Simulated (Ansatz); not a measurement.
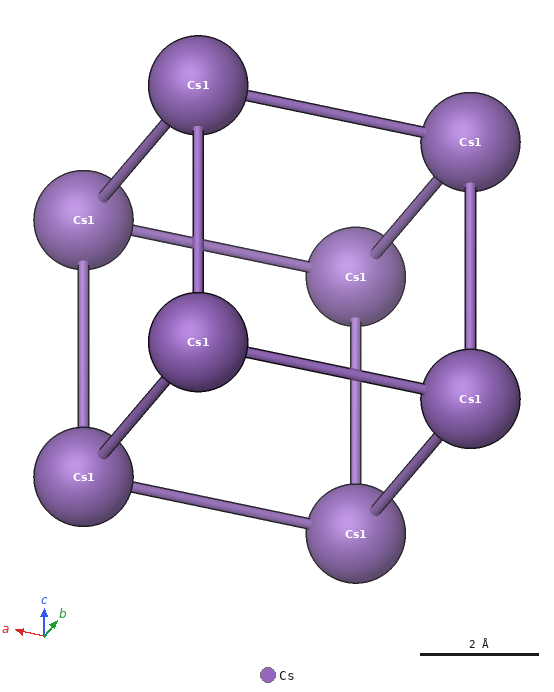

This is a crystal of Cs (a generated structure, set up in Pm-3m). A ball-and-stick model of the cell of the calculation, seen from a free direction.

Level of theory: DFT, PBE, PAW with Ansatz's default frozen-core files, scalar-relativistic (Ansatz). Set-up: plane-wave cutoff 420 eV; k-point mesh 11 × 11 × 11; occupations fermi dirac; smearing width 0.05 eV; no spin polarisation.

Now this is done to it. The cell is strained by 0.0 % along c and −1.0 % across it (volume −2.0 %), the atoms keeping their fractional coordinates. No relaxation follows.

**What does the calculation give for the changed structure?**

Some distances before and after: Cs–Cs 5.021 → 4.971 to 5.021 Å. The space group (tolerance 0.01 Å) goes from Pm-3m (No. 221) to P4/mmm (No. 123). The energy changes by less than 1 meV per atom. Pressure: 0.0 GPa before, 0.1 GPa after. All forces vanish by symmetry.
